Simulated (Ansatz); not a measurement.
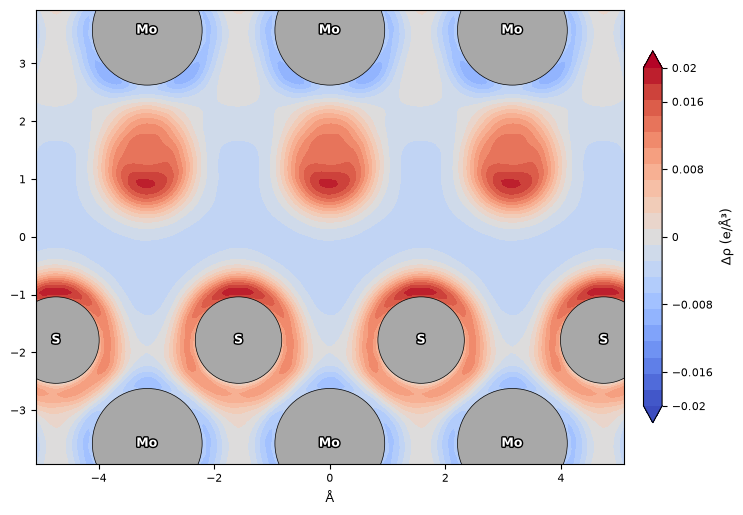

MoS₂. Difference of the valence pseudo-densities of two functionals at the same geometry, on the (110) plane of the calculation cell: RPBE less LDA.

Space group R3m.

Both computed with Ansatz (plane waves, PAW), on the same k-point mesh. Grey discs cover the atomic cores.

```
Mo S
1.0
     3.16000    0.00000    0.00000
    -1.58000    0.91221    6.15000
     1.58000   -2.73664    0.00000
Mo S
1 2
Direct
  0.00000 0.00000 0.00000
  0.41700 0.25100 0.41700
  0.25000 0.75000 0.25000
```

Where does the change of functional move the electrons?

Against LDA, RPBE gives less density around Mo (−0.006 e/Å³ on average at 1.1 Å from the nucleus), more density around S (+0.012 e/Å³ on average at 0.9 Å from the nucleus) and less density in the space between the atoms (−0.002 e/Å³ on average).
